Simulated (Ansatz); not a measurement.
# Ni3Si: 6 runs along one coordinate

System: Ni3Si (P4mm, 4 atoms in the cell).
Method: DFT PBEsol, scalar-relativistic, plane waves, PAW, no spin polarisation (Ansatz 0.2.0).

The 6 runs differ only in the geometry, by a shift of atoms along one path in a fixed cell. The shift s is measured from run 4: Ni3 moves along the Cartesian direction (0.00, −1.00, 0.00), and Ni2 and Ni4 with it in fixed proportion. The structure derives from an entry of the Crystallography Open Database.

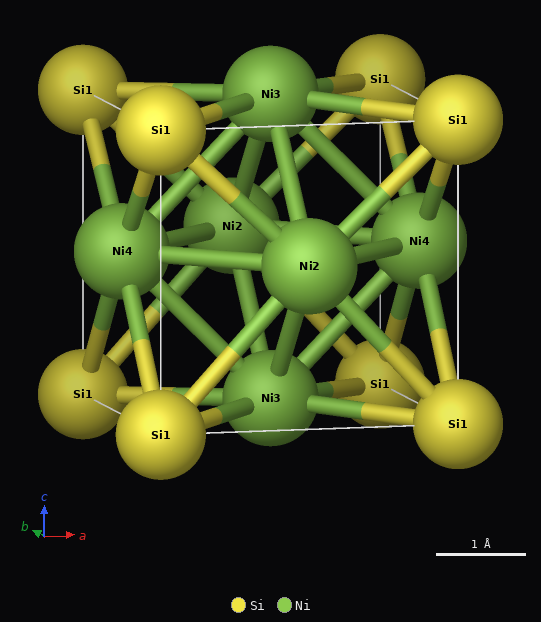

Figure 1. The structure of run 4 (ball-and-stick view of the cell of the calculation, set on other vectors, seen slightly off an axis; atoms are numbered from 1 in the order of the input). An atom can appear more than once, as a periodic image.

## Input of run 4
```yaml
crystal:
  lattice:
    - [3.4612457436, 0.0, 0.0]
    - [0.0, 3.4612457436, 0.0]
    - [0.0, 0.0, 3.4612457436]
  atoms:
    - { symbol: Si, position: [0.0, 0.0, 0.0] }
    - { symbol: Ni, position: [0.0, 0.536114165, 0.5] }
    - { symbol: Ni, position: [0.5, 0.036114165, 0.5] }
    - { symbol: Ni, position: [0.5, 0.536114165, 0.0] }
basis:
  ecutwfc: 420
kpoints:
  mp_grid: { grid: [14, 14, 14] }
hamiltonian:
  xc: pbesol
scf:
  occupations: { method: gaussian, width: 0.15 }
output:
  forces: true
  stress: true
  eigenvalues: true
```

Command:
```bash
ansatz run input.yaml --threads 1 --pin off --max-ram 2560MiB --backend cpu --events-out ev --progress --plain --runs-dir out
```

Run 2 differs from it as follows:
```diff
-    - { symbol: Ni, position: [0.0, 0.536114165, 0.5] }
-    - { symbol: Ni, position: [0.5, 0.036114165, 0.5] }
-    - { symbol: Ni, position: [0.5, 0.536114165, 0.0] }
+    - { symbol: Ni, position: [0.0, 0.6083424951, 0.5] }
+    - { symbol: Ni, position: [0.5, 0.1083424951, 0.5] }
+    - { symbol: Ni, position: [0.5, 0.6083424951, 0.0] }
```

## Results, with one run withheld

| run | shift s of Ni3 (Å) | free energy per atom, from the lowest run given (meV) | pressure (GPa) | force along the path (eV/Å) |
| --- | --- | --- | --- | --- |
| 1 | −0.3125 | 167.49 | 11.13 | 3.548 |
| 2 | −0.2500 | ? | ? | ? |
| 3 | −0.0625 | 24.45 | 2.00 | 1.210 |
| 4 | 0.0000 | 8.99 | 0.87 | 0.776 |
| 5 | 0.0625 | 0.00 | 0.20 | 0.379 |
| 6 | 0.3750 | 47.08 | 3.58 | −1.695 |

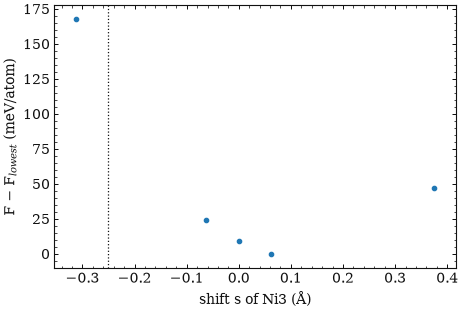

Figure 2. Free energy per atom of the runs given; the dotted line marks run 2.

Estimate the energy of run 2 from the others.

A cubic polynomial in the coordinate, fitted to the 5 runs given, misses them by at most 0.20 meV per atom. With x = s − 0.0125, it reads F = 6.4989 − 171.94 x + 894.88 x² − 308.35 x³ (meV per atom). At run 2 it gives 118.87 meV per atom, and the run itself gives 117.53. The slope of the fit gives a force −dF/ds of 2.822 eV/Å along the path (summed over the atoms that move), and the printed forces give 2.859 eV/Å. The fit has its minimum at s = 0.1139 Å. The miss comes from the order of the polynomial or from scatter in that run; these data can't tell which.

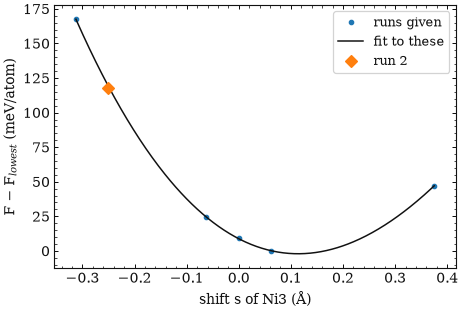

Figure 3. The fit and the withheld run.

## Output, shortened to warnings, some set-up lines, iterations and results (run 2)
```
Basis set: ecut = 420 eV, 799 PW (Γ), exchange–correlation on 48×48×48 points (8 copies of the dense FFT grid, shifted against one another)
Symmetry: 8 space group operations
k-points: 288 of 2744 (time reversal used)
Initial density: superposition of atomic densities (neutral atoms: chi_scale 0, normalization atom), corrected by the library's trained network
[...]
SCF iter   1: F=—  HF=-18038.079900 eV  |F-HF|=—  |Δ(HF+E_count)|=         —  Δρ=2.14e-2  dr2=9.57e-2  ethr=1.77e-3  ⟨swp⟩=5.3  Hψ=37491  notcnv=0
SCF iter   2: F=—  HF=-18038.061884 eV  |F-HF|=—  |Δ(HF+E_count)|=   1.80e-2  Δρ=4.93e-3  dr2=5.42e-3  ethr=1.65e-4  ⟨swp⟩=2.5  Hψ=20249  notcnv=0  defer=275
SCF iter   3: F=—  HF=-18038.060702 eV  |F-HF|=—  |Δ(HF+E_count)|=   1.18e-3  Δρ=1.63e-3  dr2=8.12e-4  ethr=9.35e-6  ⟨swp⟩=1.6  Hψ=11239  notcnv=0  defer=275
SCF iter   4: F=—  HF=-18038.060403 eV  |F-HF|=—  |Δ(HF+E_count)|=   2.99e-4  Δρ=4.22e-4  dr2=9.55e-5  ethr=1.40e-6  ⟨swp⟩=2.0  Hψ=13772  notcnv=0  defer=275
SCF iter   5: F=—  HF=-18038.060354 eV  |F-HF|=—  |Δ(HF+E_count)|=   4.95e-5  Δρ=1.08e-4  dr2=7.98e-6  ethr=1.65e-7  ⟨swp⟩=2.1  Hψ=12259  notcnv=0  defer=275
SCF iter   6: F=—  HF=-18038.060352 eV  |F-HF|=—  |Δ(HF+E_count)|=   1.54e-6  Δρ=3.92e-5  dr2=4.97e-7  ethr=1.38e-8  ⟨swp⟩=2.1  Hψ=14578  notcnv=0  defer=275
SCF iter   7: F=-18038.060352 eV  HF=-18038.060352 eV  |F-HF|=8.18e-8  |Δ(HF+E_count)|=   1.96e-8  Δρ=1.69e-5  dr2=8.02e-8  ethr=1.72e-10  ⟨swp⟩=8.2  Hψ=45616  notcnv=0
SCF 1 converged in 7 iterations: F = -18038.060352 eV  dr2 = 8.02e-8
SCF converged after 7 iterations
Free energy (F): -18038.060352 eV
Harris-Foulkes:  -18038.060352 eV  (|F-HF|=8.18e-8)
Internal energy: -18038.043102 eV  (E = F + TS)
E sigma→0 (E₀):  -18038.051727 eV
Entropy (-TS):   -0.017250 eV (-4.312 meV/atom)
Fermi energy:    18.182243 eV
--- Per-component energies (eV) ---
  E_band       = -810.306592
  E_kinetic    = 903.209189
  E_local      = -11488.176167  (includes V_loc(G=0)·N_el)
  E_nonlocal   = 1935.141193
  E_hartree    = 4899.111206
  E_xc         = -314.213777
  E_vxc        = -382.891302  (∫ρ·V_xc dr)
  E_paw        = -5285.229744  (= ΣΔE_a)
  E_vpaw       = -1575.812883  (= ΣTr[D̂ρ^β])
  E_aug_tail   = 0.001423  (compensation charges beyond the density's cutoff)
  E_ewald      = -8688.509851
  E_core_change = 0.623427  (= ΣΔE_core)
  E_smearing   = -0.017250  (= −TS)
  E_closure    = 0.000000  (closes the sum)
  Σ components = -18038.060352   (vs F -18038.060352, Δ=0.00e0)
--- Forces (eV/Å), atoms counted from 1 ---
  atom   1  Si     0.00000000     2.85949313     0.00000000
  atom   2  Ni     0.00000000    -1.48215497     0.00000000
  atom   3  Ni    -0.00000000     0.10488278     0.00000000
  atom   4  Ni    -0.00000000    -1.48215497     0.00000000
  max |Σ_I F_I| component: 6.60e-5 eV/Å
--- Stress (GPa, compression-positive) ---
        7.643858      -0.000000       0.000000
       -0.000000       9.125624       0.000000
        0.000000       0.000000       7.643858
  P = ⅓ Tr σ = 8.1378 GPa (81.378 kbar)
```

Notes: The run has no spin polarisation, so a magnetic state may lie lower.
